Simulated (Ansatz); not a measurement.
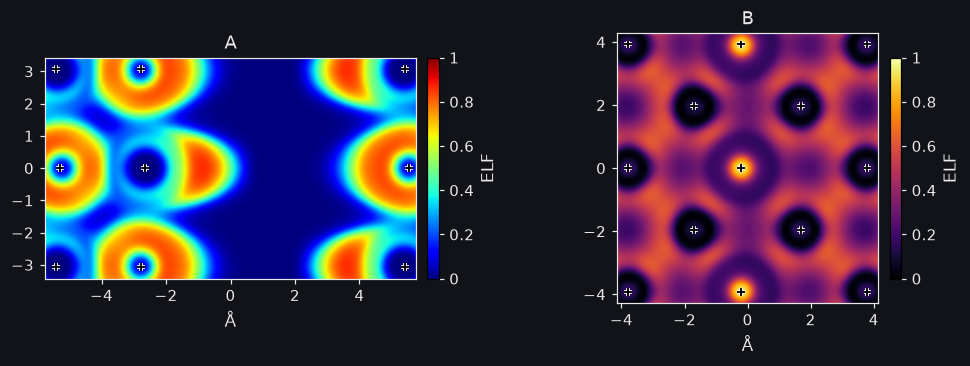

The electron localisation function of 2 systems, each on a plane through atoms (crosses mark nuclei in the plane).

Computed with Ansatz 0.2.0, DFT r2SCAN, scalar-relativistic, plane waves, PAW.

System 1: SnSe, the (110) plane of the conventional cell. Space group P4/nmm; a structure from a database of computed crystals, not necessarily the ambient phase; changed on purpose from its base cell (strain +0.015 along x and y, -0.015 along z, atoms carried along).

```
Sn Se
1.0
     4.34961    0.00000    0.00000
     0.00000    4.34961    0.00000
     0.00000    0.00000   10.82583
Sn Se
2 2
Cartesian
  2.1748 0.0000 4.0297
  0.0000 2.1748 6.7961
  2.1748 0.0000 6.6691
  0.0000 2.1748 4.1567
```

System 2: Al3Cu, the (110) plane of the conventional cell. Space group P4mm; a structure from a database of computed crystals, not necessarily the ambient phase; changed on purpose from its base cell (atom 4 (Cu) moved -0.200 A along Cartesian [0 0 1]); not relaxed (largest force 1.3 eV/Å); computed without spin polarisation.

Question: Which map belongs to which system?

Answer: Panel A is system 1, SnSe: the plane holds Sn and Se. Sn–Se (2.64 Å): the ELF is about 0.60 at the midpoint. Panel B is system 2, Al3Cu: the plane holds Al and Cu. Al–Cu (2.46 Å): the ELF is about 0.45 at the midpoint.
